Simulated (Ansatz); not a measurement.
B₈P₉ (cell charge +2, with a compensating background) (cell with a defect)

```
CELL_PARAMETERS angstrom
0.00000 4.54819 -4.54819
4.54819 4.54819 0.00000
4.54819 0.00000 -4.54819
ATOMIC_POSITIONS crystal
B 0.49443 0.49443 0.00557
B 0.49443 0.00557 0.00557
B 0.00557 0.49443 0.00557
B 0.00000 0.00000 0.00000
B 0.50000 0.50000 0.50000
B 0.49443 0.00557 0.49443
B 0.00557 0.49443 0.49443
B 0.00557 0.00557 0.49443
P 0.37628 0.37628 0.37628
P 0.37628 0.87116 0.37628
P 0.87116 0.37628 0.37628
P 0.88352 0.88352 0.34945
P 0.37628 0.37628 0.87116
P 0.34945 0.88352 0.88352
P 0.88352 0.34945 0.88352
P 0.88352 0.88352 0.88352
P 0.75000 0.75000 0.75000
```

Spin-polarised.

Computed with DFT PBE, scalar-relativistic, plane waves, PAW (Ansatz).

The density is the valence pseudo-density of a PAW calculation; it isn't the true density close to the nuclei.

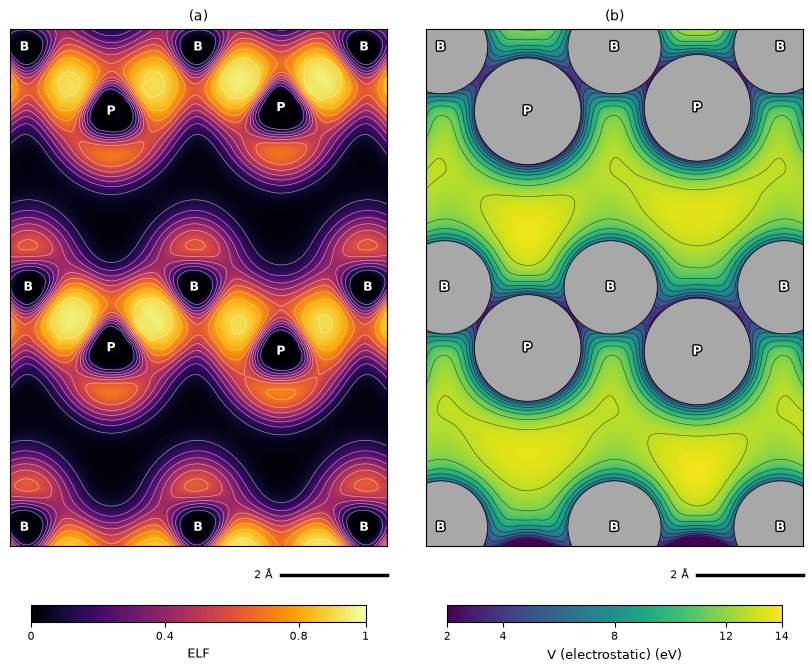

Figure 1. (a) electron localisation function; (b) electrostatic potential (local pseudopotential plus Hartree) felt by an electron on the (11̄0) plane of the calculation cell. Grey discs cover the atomic cores in the potential map.

Q: Read the bonding off the picture.

A: The section cuts through B and P sites.
B–P (1.95 Å): the ELF peaks at about 0.95 between the atoms.
B–P (2.05 Å): the ELF peaks at about 0.90 between the atoms.
Outside the cores the potential energy rises away from the atoms and is highest about 1.9 Å from the nearest atoms; its zero is arbitrary.

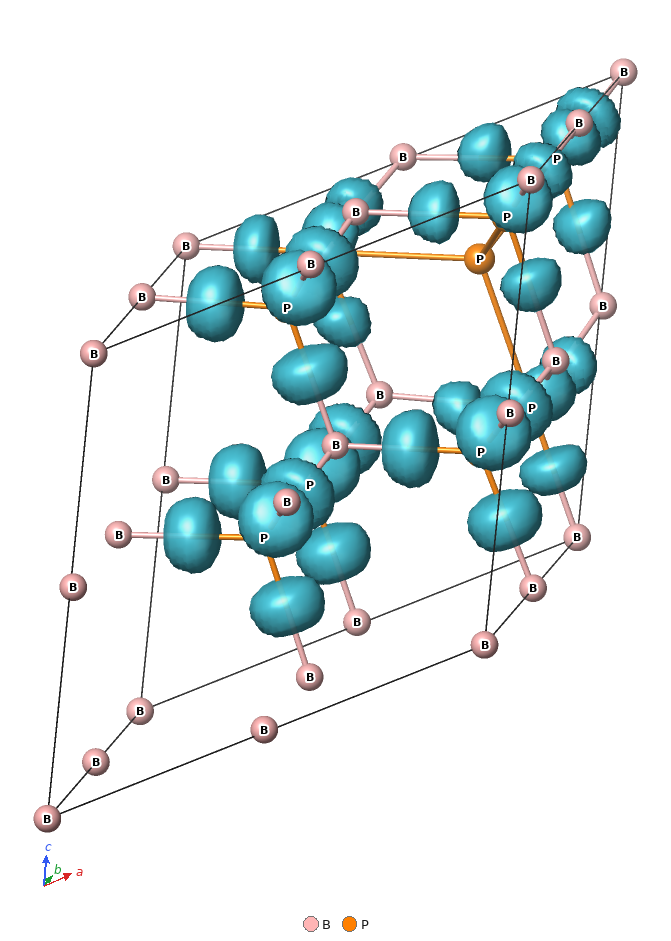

Figure 2. Isosurface of the ELF at 0.85 (cyan), seen slightly off an axis. Core shells and regions of very low density are left out. Sticks mark near contacts.

Q: What do the ELF domains correspond to?

A: The ELF exceeds this value in 32 regions between bonded B–P atoms, counted in one cell of 17 atoms. Regions shared between cells count once.


B–P (1.84 Å): the ELF peaks at about 0.95 between the atoms. P–P (2.10 Å): the ELF peaks at about 0.80 between the atoms.

Q: Does the calculation give a band gap?

A: It is metallic or semimetallic at this level of theory: no gap opens.
